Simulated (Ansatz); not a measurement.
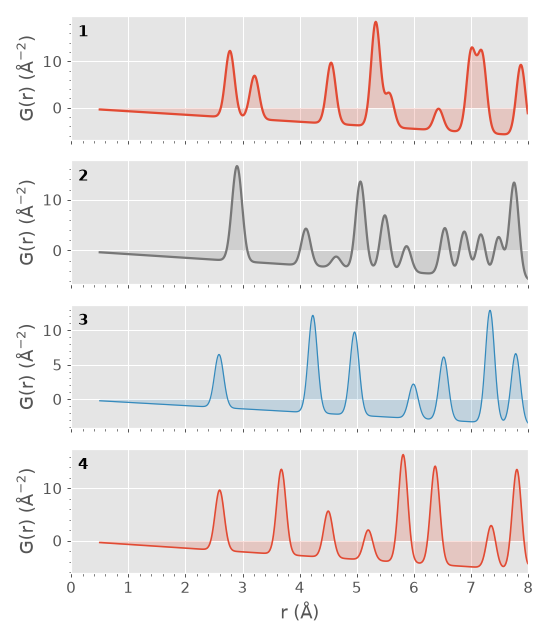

Each curve is a calculated X-ray PDF: distances of the static structure, each pair weighted by the product of the atomic numbers (X-ray weights at Q = 0), broadened by Gaussians with σ = 0.08 Å. No termination ripples are included.

Candidate structures:

A. 
```
CELL_PARAMETERS angstrom
2.59972 0.00000 0.00000
0.00000 2.59972 0.00000
0.00000 0.00000 2.59972
ATOMIC_POSITIONS crystal
Ti 0.00000 0.00000 0.00000
```

B. 
```xyz
2
Lattice="3.2140 0.0000 0.0000 0.0000 3.2140 0.0000 0.0000 0.0000 3.2140" Properties=species:S:1:pos:R:3 pbc="T T T"
Ti    0.0000    0.0000    0.0000
Ti    1.6070    1.6070    1.6070
```

C. 
```
Ti
1.0
     2.93586    0.00000    0.00000
    -1.46793    2.54253    0.00000
     0.00000    0.00000    4.64162
Ti
2
Direct
  0.33333 0.66667 0.25000
  0.66667 0.33333 0.75000
```

D. 
```
Ti
1.0
     5.98647    0.00000    0.00000
     0.00000    5.98647    0.00000
     0.00000    0.00000    5.98647
Ti
8
Direct
  0.75000 0.75000 0.75000
  0.00000 0.50000 0.00000
  0.75000 0.25000 0.25000
  0.00000 0.00000 0.50000
  0.25000 0.75000 0.25000
  0.50000 0.50000 0.50000
  0.25000 0.25000 0.75000
  0.50000 0.00000 0.00000
```

Origins: A, the end point of a relaxation with Ansatz, DFT, PBEsol, plane waves (420 eV) with PAW, scalar-relativistic; the starting structure was generated, so it need not be a known form of this composition; B, the end point of a relaxation with Ansatz, DFT, PBEsol, plane waves (420 eV) with PAW, scalar-relativistic; the starting structure was generated, so it need not be a known form of this composition; C, the input geometry of an electronic-structure calculation (not necessarily at equilibrium); D, coordinates from a relaxation with DFT, m-r2SCAN, plane waves (500 eV) with PAW, scalar-relativistic (Ansatz); the starting structure was generated, so it need not be a known form of this composition.

Question: Which PDF belongs to which candidate?

Answer: curve 1 is B (Ti, first clear peaks at 2.78 Å (Ti–Ti) and 3.21 Å (Ti–Ti)); curve 2 is C (Ti, first clear peaks at 2.90 Å (Ti–Ti) and 4.11 Å (Ti–Ti)); curve 3 is D (Ti, first clear peaks at 2.59 Å (Ti–Ti) and 4.23 Å (Ti–Ti)); curve 4 is A (Ti, first clear peaks at 2.60 Å (Ti–Ti) and 3.68 Å (Ti–Ti)).
